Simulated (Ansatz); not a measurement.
Consider Ti$_{18}$B (cell with a defect).

```xyz
19
Lattice="4.3507 -2.5119 -4.5910 -4.3507 -2.5119 -4.5910 0.0000 5.0237 -4.5910" Properties=species:S:1:pos:R:3 pbc="T T T"
Ti   -1.3938   -0.8480   -3.4468
Ti    1.3538   -0.7834   -8.0838
Ti    1.5991   -0.9234   -3.4942
Ti   -0.0239    1.6636   -8.0270
Ti    0.0371    1.6397   -3.4464
Ti    0.0861   -3.2407   -7.8545
Ti    2.8380    1.5444   -7.8421
Ti   -1.4579   -0.8158   -8.0252
Ti   -2.9310    1.6968   -8.0044
Ti    0.0702    3.3371   -5.8174
Ti    2.7648   -1.5888   -5.9887
Ti   -1.3879    0.8059  -10.3167
Ti    1.3715    0.8173   -5.7072
Ti   -2.8667   -1.7278   -5.8071
Ti    1.5295    0.8751  -10.3047
Ti    0.0106   -1.7443  -10.3088
Ti   -0.0231   -1.6026   -5.7117
Ti   -1.4727    0.8488   -5.7451
B     4.1372   -2.4048   -4.5835
```

Computed without spin polarisation.

Computed with DFT PBEsol, scalar-relativistic, plane waves, PAW (Ansatz 0.2.0).

What will maps of the valence pseudo-density and electron localisation function show?

Answer. Ti–B (2.13 Å): ρ at the midpoint is about 0.53 e/Å³; the ELF peaks at about 0.70 in the valence shell of B, 0.7 Å from its nucleus, and is about 0.30 at the midpoint.
Ti–Ti (2.65 Å): the density is about 0.23 e/Å³ at the midpoint; the ELF is about 0.15 at the midpoint (no localised pair shows between them).
Ti–B (2.21 Å): ρ is about 0.46 e/Å³ halfway; the ELF peaks at about 0.70 in the valence shell of B, 0.7 Å from its nucleus, and is about 0.25 at the midpoint.
Ti–Ti (2.82 Å): ρ is about 0.2 e/Å³ halfway; the ELF is about 0.20 at the midpoint; no shared electron pair shows on this line.
The ELF has a maximum of about 0.80 in the space between the atoms, 2.0 Å from six Ti atoms, on no atom or two-centre bond.

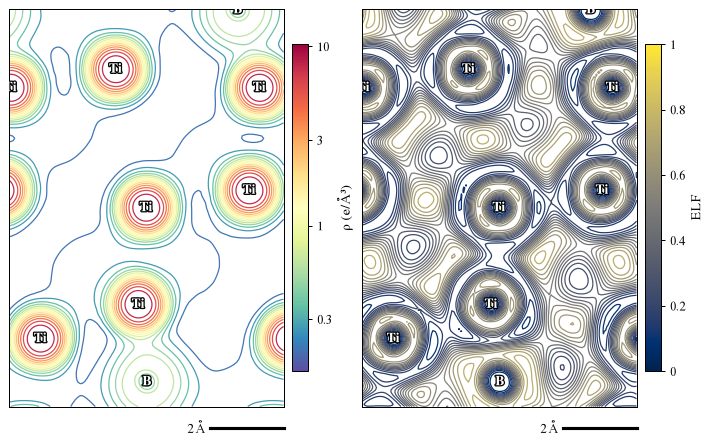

Computed valence pseudo-density and electron localisation function on the (011̄) plane of the calculation cell, in this order. 
